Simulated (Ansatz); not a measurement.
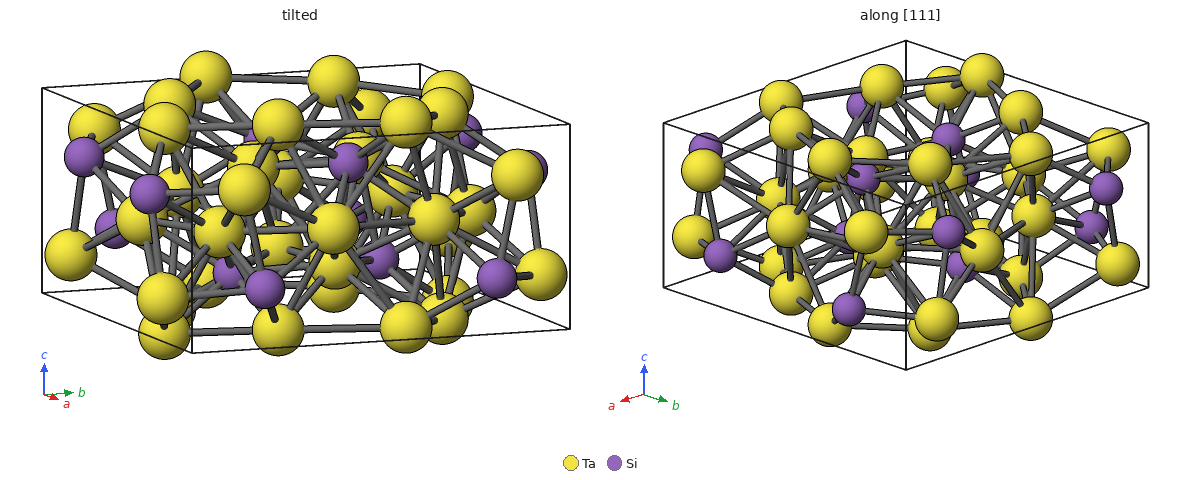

Ball-and-stick drawing of the structure, looking slightly off an axis and along [111]. Lines trace the edges of the conventional unit cell. Cell: a = 10.174 Å, b = 10.174 Å, c = 5.196 Å, α = 90.00°, β = 90.00°, γ = 90.00°.

Chemical formula Ta3Si. It belongs to space group P4_2/n (No. 86) and has a primitive tetragonal lattice. Atoms per cell: 32 (24 Ta, 8 Si). The numbers of neighbours within bonding distance are Ta 12 to 14 (mean 13.0) and Si 9. Not all metal-metal contacts are counted.

Starting structure: a structure listed in the Materials Project. Earlier steps of the study, as a rule a relaxation of our own, may have changed the cell and positions, so they can lie some per cent off the listed ones. A calculation with Ansatz used it as input.
